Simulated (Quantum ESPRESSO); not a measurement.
# SiC (P6_3mc): a volume series of phonon spectra, part 2 of 9

Which modes of SiC drive its thermal expansion?

Quantum ESPRESSO 7.5; DFT LDA, scalar-relativistic, plane waves, GBRV ultrasoft pseudopotentials.

So far. Step 2 (Probe on a coarse mesh): The start is under -4.1 GPa at this level and looks like an insulator or semiconductor on this mesh.

**3. Finding the static equilibrium**

Phonons are second derivatives about a minimum, so cell and atoms are relaxed first, inside the symmetry of the start.

Contents of relax.in:

```
 &control
    calculation='vc-relax',
    prefix='x',
    outdir='./tmp',
    pseudo_dir='./pseudo',
    tprnfor=.true.,
    tstress=.true.,
    forc_conv_thr=2.0d-05,
    etot_conv_thr=1.0d-07,
    nstep=40,
 /
 &system
    ibrav=0,
    nat=4,
    ntyp=2,
    ecutwfc=45.0,
    ecutrho=270.0,
    occupations='fixed',
    nbnd=10,
 /
 &electrons
    conv_thr=1.0d-11,
    mixing_beta=0.7,
    electron_maxstep=100,
 /
 &ions
 /
 &cell
    press_conv_thr=0.1,
 /
ATOMIC_SPECIES
 Si     28.0850  Si.upf
 C      12.0110  C.upf
CELL_PARAMETERS angstrom
     3.076000000    0.000000000    0.000000000
    -1.538000000    2.663894142    0.000000000
     0.000000000    0.000000000    5.048000000
ATOMIC_POSITIONS crystal
 Si     0.333333333   0.666666667   0.000000000
 Si     0.666666667   0.333333333   0.500000000
 C      0.333333333   0.666666667   0.385000000
 C      0.666666667   0.333333333   0.885000000
K_POINTS automatic
 12 12 6 0 0 0
```

Run with:

```
$ OMP_NUM_THREADS=1 mpirun -n 8 pw.x -nk 8 -in relax.in > relax.out
```

Output:

```text
[banner, memory and clock lines left out]
Program PWSCF v.7.5

     Message from routine setup:
     using ibrav=0 with symmetry is DISCOURAGED, use correct ibrav instead

     G-vector sticks info

     bravais-lattice index     =            0
     lattice parameter (alat)  =       5.8128  a.u.
     unit-cell volume          =     279.1382 (a.u.)^3
     number of atoms/cell      =            4
     number of atomic types    =            2
     number of electrons       =        16.00
     number of Kohn-Sham states=           10
     kinetic-energy cutoff     =      45.0000  Ry
     charge density cutoff     =     270.0000  Ry
     scf convergence threshold =      1.0E-11
     mixing beta               =       0.7000
     number of iterations used =            8  plain     mixing
     energy convergence thresh.=      1.0E-07
     force convergence thresh. =      2.0E-05
     press convergence thresh. =      1.0E-01
     Exchange-correlation= SLA  PZ   NOGX NOGC
                           (   1   1   0   0   0   0   0)
     nstep                     =           40

     celldm(1)=   5.812798  celldm(2)=   0.000000  celldm(3)=   0.000000
     celldm(4)=   0.000000  celldm(5)=   0.000000  celldm(6)=   0.000000

     crystal axes: (cart. coord. in units of alat)
               a(1) = (   1.000000   0.000000   0.000000 )
               a(2) = (  -0.500000   0.866025   0.000000 )
               a(3) = (   0.000000   0.000000   1.641092 )

     reciprocal axes: (cart. coord. in units 2 pi/alat)
               b(1) = (  1.000000  0.577350 -0.000000 )
               b(2) = (  0.000000  1.154701  0.000000 )
               b(3) = (  0.000000 -0.000000  0.609350 )

     PseudoPot. # 1 for Si read from file:
     ./pseudo/Si.upf
     Pseudo is Ultrasoft + core correction, Zval =  4.0
     Using radial grid of  899 points,  6 beta functions with:
                l(1) =   0
                l(2) =   0
                l(3) =   1
                l(4) =   1
                l(5) =   2
                l(6) =   2
     Q(r) pseudized with  8 coefficients,  rinner =    0.900   0.900   0.900
                                                       0.900   0.900

     PseudoPot. # 2 for C  read from file:
     ./pseudo/C.upf
     Pseudo is Ultrasoft + core correction, Zval =  4.0
     Using radial grid of  721 points,  4 beta functions with:
                l(1) =   0
                l(2) =   0
                l(3) =   1
                l(4) =   1
     Q(r) pseudized with  8 coefficients,  rinner =    1.100   1.100   1.100

     atomic species   valence    mass     pseudopotential
     Si                4.00    28.08500     Si( 1.00)
     C                 4.00    12.01100     C ( 1.00)

     12 Sym. Ops. (no inversion) found ( 6 have fractional translation)

   Cartesian axes

     site n.     atom                  positions (alat units)
         1        Si     tau(   1) = (  -0.0000000   0.5773503   0.0000000  )
         2        Si     tau(   2) = (   0.5000000   0.2886751   0.8205462  )
         3        C      tau(   3) = (  -0.0000000   0.5773503   0.6318205  )
         4        C      tau(   4) = (   0.5000000   0.2886751   1.4523667  )

     number of k points=    76
                       cart. coord. in units 2pi/alat
        k(    1) = (   0.0000000   0.0000000   0.0000000), wk =   0.0023148
        k(    2) = (   0.0000000   0.0000000   0.1015584), wk =   0.0046296
        k(    3) = (   0.0000000   0.0000000   0.2031167), wk =   0.0046296
        k(    4) = (   0.0000000   0.0000000  -0.3046751), wk =   0.0023148
        k(    5) = (   0.0000000   0.0962250   0.0000000), wk =   0.0138889
        k(    6) = (   0.0000000   0.0962250   0.1015584), wk =   0.0277778
        k(    7) = (   0.0000000   0.0962250   0.2031167), wk =   0.0277778
        k(    8) = (   0.0000000   0.0962250  -0.3046751), wk =   0.0138889
        k(    9) = (   0.0000000   0.1924501   0.0000000), wk =   0.0138889
        k(   10) = (   0.0000000   0.1924501   0.1015584), wk =   0.0277778
        k(   11) = (   0.0000000   0.1924501   0.2031167), wk =   0.0277778
        k(   12) = (   0.0000000   0.1924501  -0.3046751), wk =   0.0138889
        k(   13) = (   0.0000000   0.2886751   0.0000000), wk =   0.0138889
        k(   14) = (   0.0000000   0.2886751   0.1015584), wk =   0.0277778
        k(   15) = (   0.0000000   0.2886751   0.2031167), wk =   0.0277778
        k(   16) = (   0.0000000   0.2886751  -0.3046751), wk =   0.0138889
[...]
Dense  grid:    20857 G-vectors     FFT dimensions: (  32,  32,  50)

     Smooth grid:    11417 G-vectors     FFT dimensions: (  25,  25,  48)

     Initial potential from superposition of free atoms

     starting charge      15.9987, renormalised to      16.0000
     Starting wfcs are   16 randomized atomic wfcs

     per-process dynamical memory:    24.0 Mb

     Self-consistent Calculation

     iteration #  1     ecut=    45.00 Ry     beta= 0.70
     Davidson diagonalization with overlap
     ethr =  1.00E-02,  avg # of iterations =  2.8

     total energy              =     -42.06365505 Ry
     estimated scf accuracy    <       0.91230917 Ry

     iteration #  2     ecut=    45.00 Ry     beta= 0.70
     Davidson diagonalization with overlap
     ethr =  5.70E-03,  avg # of iterations =  2.0

     total energy              =     -42.35384926 Ry
     estimated scf accuracy    <       0.31041043 Ry

     iteration #  3     ecut=    45.00 Ry     beta= 0.70
     Davidson diagonalization with overlap
     ethr =  1.94E-03,  avg # of iterations =  2.1

     total energy              =     -42.39406153 Ry
     estimated scf accuracy    <       0.00559830 Ry

     iteration #  4     ecut=    45.00 Ry     beta= 0.70
     Davidson diagonalization with overlap
     ethr =  3.50E-05,  avg # of iterations =  5.9

     total energy              =     -42.39632336 Ry
     estimated scf accuracy    <       0.00317374 Ry

     iteration #  5     ecut=    45.00 Ry     beta= 0.70
     Davidson diagonalization with overlap
     ethr =  1.98E-05,  avg # of iterations =  2.1

     total energy              =     -42.39698185 Ry
     estimated scf accuracy    <       0.00000693 Ry

     iteration #  6     ecut=    45.00 Ry     beta= 0.70
     Davidson diagonalization with overlap
     ethr =  4.33E-08,  avg # of iterations =  6.5

     total energy              =     -42.39699419 Ry
     estimated scf accuracy    <       0.00001298 Ry

     iteration #  7     ecut=    45.00 Ry     beta= 0.70
     Davidson diagonalization with overlap
     ethr =  4.33E-08,  avg # of iterations =  2.0

     total energy              =     -42.39699632 Ry
[...]
k(   71) = (   0.2516479   0.5327262   0.2044441), wk =   0.0555556
        k(   72) = (   0.2516479   0.5327262  -0.3066662), wk =   0.0277778
        k(   73) = (   0.3355305   0.5811559   0.0000000), wk =   0.0046296
        k(   74) = (   0.3355305   0.5811559   0.1022221), wk =   0.0092593
        k(   75) = (   0.3355305   0.5811559   0.2044441), wk =   0.0092593
        k(   76) = (   0.3355305   0.5811559  -0.3066662), wk =   0.0046296

     Dense  grid:    20353 G-vectors     FFT dimensions: (  32,  32,  50)

     Smooth grid:    11201 G-vectors     FFT dimensions: (  25,  25,  48)

     Initial potential from superposition of free atoms

     starting charge      15.9987, renormalised to      16.0000
     Starting wfcs are   16 randomized atomic wfcs

     per-process dynamical memory:    33.7 Mb

     Self-consistent Calculation

[...]
c_bands:  1 eigenvalues not converged
[...]
total energy              =     -42.40035151 Ry
[...]
iteration #  9     ecut=    45.00 Ry     beta= 0.70
     Davidson diagonalization with overlap
     ethr =  1.15E-09,  avg # of iterations =  1.2

     total energy              =     -42.40035150 Ry
     estimated scf accuracy    <       0.00000005 Ry

     iteration # 10     ecut=    45.00 Ry     beta= 0.70
     Davidson diagonalization with overlap
     ethr =  2.90E-10,  avg # of iterations =  2.0

     total energy              =     -42.40035151 Ry
     estimated scf accuracy    <          1.6E-10 Ry

     iteration # 11     ecut=    45.00 Ry     beta= 0.70
     Davidson diagonalization with overlap
     ethr =  1.01E-12,  avg # of iterations =  6.9

     total energy              =     -42.40035151 Ry
     estimated scf accuracy    <          1.1E-09 Ry

     iteration # 12     ecut=    45.00 Ry     beta= 0.70
     Davidson diagonalization with overlap
     ethr =  1.01E-12,  avg # of iterations =  3.0

     total energy              =     -42.40035151 Ry
     estimated scf accuracy    <          1.1E-10 Ry

     iteration # 13     ecut=    45.00 Ry     beta= 0.70
     Davidson diagonalization with overlap
     ethr =  6.63E-13,  avg # of iterations =  1.2

     total energy              =     -42.40035151 Ry
     estimated scf accuracy    <          9.7E-12 Ry

     iteration # 14     ecut=    45.00 Ry     beta= 0.70
     Davidson diagonalization with overlap
     ethr =  1.00E-13,  avg # of iterations =  2.0

     total energy              =     -42.40035151 Ry
     estimated scf accuracy    <          1.4E-12 Ry

     iteration # 15     ecut=    45.00 Ry     beta= 0.70
     Davidson diagonalization with overlap
     ethr =  1.00E-13,  avg # of iterations =  1.0

     total energy              =     -42.40035151 Ry
     estimated scf accuracy    <          5.1E-13 Ry

     iteration # 16     ecut=    45.00 Ry     beta= 0.70
     Davidson diagonalization with overlap
     ethr =  1.00E-13,  avg # of iterations =  1.0

     End of self-consistent calculation

[...]
k =-0.0000-0.0000-0.3067 (  1388 PWs)   bands (ev):

[...]
k =-0.0000 0.0969-0.3067 (  1402 PWs)   bands (ev):

[...]
k =-0.0000 0.1937-0.3067 (  1396 PWs)   bands (ev):

[...]
k =-0.0000 0.2906 0.1022 (  1395 PWs)   bands (ev):

[...]
k =-0.0000 0.2906 0.2044 (  1392 PWs)   bands (ev):

[...]
k =-0.0000 0.2906-0.3067 (  1396 PWs)   bands (ev):

[...]
k =-0.0000 0.3874 0.0000 (  1387 PWs)   bands (ev):

[...]
k =-0.0000 0.3874 0.1022 (  1393 PWs)   bands (ev):

[...]
k =-0.0000 0.3874 0.2044 (  1395 PWs)   bands (ev):

[...]
k =-0.0000 0.3874-0.3067 (  1388 PWs)   bands (ev):

[...]
k =-0.0000 0.4843 0.0000 (  1402 PWs)   bands (ev):

[...]
k =-0.0000 0.4843 0.1022 (  1398 PWs)   bands (ev):

[...]
k =-0.0000 0.4843 0.2044 (  1392 PWs)   bands (ev):

[...]
k =-0.0000 0.4843-0.3067 (  1414 PWs)   bands (ev):

[...]
k = 0.0000-0.5812-0.0000 (  1396 PWs)   bands (ev):

[...]
k = 0.0000-0.5812 0.1022 (  1394 PWs)   bands (ev):

[...]
k = 0.0000-0.5812 0.2044 (  1392 PWs)   bands (ev):

[...]
k = 0.0000-0.5812-0.3067 (  1412 PWs)   bands (ev):

[...]
k = 0.0839 0.5327-0.3067 (  1402 PWs)   bands (ev):

[...]
k = 0.1678 0.2906-0.3067 (  1392 PWs)   bands (ev):

[...]
k = 0.1678 0.3874-0.3067 (  1394 PWs)   bands (ev):

[...]
k = 0.1678 0.4843-0.3067 (  1394 PWs)   bands (ev):

[...]
k = 0.1678 0.5812-0.3067 (  1392 PWs)   bands (ev):

[...]
k = 0.2516 0.4359 0.1022 (  1400 PWs)   bands (ev):

[...]
k = 0.2516 0.4359 0.2044 (  1393 PWs)   bands (ev):

[...]
k = 0.2516 0.4359-0.3067 (  1394 PWs)   bands (ev):

[...]
k = 0.2516 0.5327 0.0000 (  1404 PWs)   bands (ev):

    -2.0902  -0.8969   2.5502   3.2317   3.9594   4.8065   6.1424   6.1789
    12.0831  16.6450

          k = 0.2516 0.5327 0.1022 (  1404 PWs)   bands (ev):

    -1.9859  -0.8970   2.1779   3.0651   3.6207   5.5199   5.8367   6.7866
    12.6222  16.4824

          k = 0.2516 0.5327 0.2044 (  1396 PWs)   bands (ev):

    -1.6946  -0.9910   1.7343   2.4018   3.7816   5.0758   6.8350   7.6790
    13.7789  15.1670

          k = 0.2516 0.5327-0.3067 (  1400 PWs)   bands (ev):

    -1.3010  -1.3010   1.8287   1.8287   4.3415   4.3415   7.7762   7.7762
    14.4236  14.4236

          k = 0.3355 0.5812 0.0000 (  1404 PWs)   bands (ev):

    -1.3775  -1.3775   2.7293   3.3662   3.3662   5.5052   5.5052   5.7127
    11.7473  17.7319

          k = 0.3355 0.5812 0.1022 (  1398 PWs)   bands (ev):

    -1.3069  -1.3069   2.8337   2.8337   2.8590   5.3634   6.1976   6.1976
    12.3454  17.1132

          k = 0.3355 0.5812 0.2044 (  1404 PWs)   bands (ev):

    -1.1444  -1.1444   2.1019   2.1019   3.2410   4.6147   7.3145   7.3145
    13.8016  15.4675

          k = 0.3355 0.5812-0.3067 (  1404 PWs)   bands (ev):

    -1.0482  -1.0482   1.7938   1.7938   3.8489   3.8489   7.8665   7.8665
    14.7342  14.7342

     highest occupied, lowest unoccupied level (ev):     9.6181   11.7473

!    total energy              =     -42.40035151 Ry
     estimated scf accuracy    <          1.8E-14 Ry

     The total energy is the sum of the following terms:
     one-electron contribution =      11.29717606 Ry
     hartree contribution      =       4.66530094 Ry
     xc contribution           =     -16.27945264 Ry
     ewald contribution        =     -42.08337587 Ry

     convergence has been achieved in  16 iterations

     Forces acting on atoms (cartesian axes, Ry/au):

     atom    1 type  1   force =    -0.00000000   -0.00000000   -0.00000727
     atom    2 type  1   force =    -0.00000000    0.00000000   -0.00000727
     atom    3 type  2   force =     0.00000000   -0.00000000    0.00000727
     atom    4 type  2   force =     0.00000000   -0.00000000    0.00000727

     Total force =     0.000015     Total SCF correction =     0.000000

     Computing stress (Cartesian axis) and pressure

          total   stress  (Ry/bohr**3)                   (kbar)     P=       -0.14
  -0.00000110   0.00000000  -0.00000000           -0.16        0.00       -0.00
   0.00000000  -0.00000110  -0.00000000            0.00       -0.16       -0.00
  -0.00000000  -0.00000000  -0.00000074           -0.00       -0.00       -0.11

     XML data file, charge density, pseudopotentials, collected wavefunctions
```

Run time: 14 s. Hardware: 8 MPI ranks of Arm Neoverse V2, shared host; 1.9 min of CPU time.

The steps of the relaxation:

```csv
step,energy less that of the first step (eV),largest force (eV/Å),volume (Å³)
1,0.0000,0.7342,41.36
2,-0.0413,0.2156,40.51
3,-0.0456,0.0350,40.51
4,-0.0462,0.0013,40.55
5,-0.0462,0.0002,40.56
6,-0.0456,0.0002,40.56
```

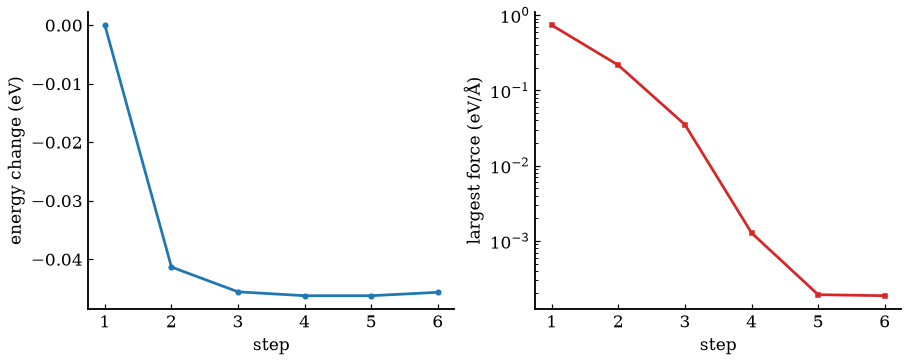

Energy and largest force along the relaxation.

```csv
"conventional cell, symmetrised",before,after,change
a (Å),3.076,3.056,-0.7 %
b (Å),3.076,3.056,-0.7 %
c (Å),5.048,5.015,-0.6 %
volume (Å³/atom),10.34,10.14,-1.9 %
```

The atoms that moved most (Å, as changes of fractional coordinates times the final cell):

```csv
atom,dx,dy,dz,length
Si1,0.000,0.000,0.023,0.023
C3,0.000,0.000,-0.023,0.023
C4,0.000,0.000,-0.023,0.023
Si2,0.000,0.000,0.023,0.023
```

The relaxed structure:

```cif
data_structure
_symmetry_space_group_name_H-M 'P 1'
_symmetry_Int_Tables_number 1
_cell_length_a 3.0559
_cell_length_b 3.0559
_cell_length_c 5.0152
_cell_angle_alpha 90.000
_cell_angle_beta 90.000
_cell_angle_gamma 120.000
_cell_volume 40.56
loop_
_atom_site_label
_atom_site_type_symbol
_atom_site_fract_x
_atom_site_fract_y
_atom_site_fract_z
_atom_site_occupancy
Si1 Si 0.33333 0.66667 0.00460 1
Si2 Si 0.66667 0.33333 0.50460 1
C3 C 0.33333 0.66667 0.38040 1
C4 C 0.66667 0.33333 0.88040 1
```

Numbers from this step:

```
volume per atom   : 10.14 Å³
pressure          : -0.01433 GPa
gap on the k-mesh : 2.129 eV
```

After the last step pw.x solved the final cell once more on a basis chosen for it, which moves the energy without moving the atoms.

(Part 2 of 9 ends here.)

[Logs are printed without paths, hosts, clocks, repeated set-up lines and the standing remarks that a program may print on its own settings, such as how far it seeks lower states.]

[Hosts, paths, dates, database ids (printed as entryN), source tags and the programs' standing remarks are cut or masked in the printed files.]

[A step with changed settings may run another functional than the one named; its input shows which.]

[Of the runs on displaced cells, only some may be shown.]
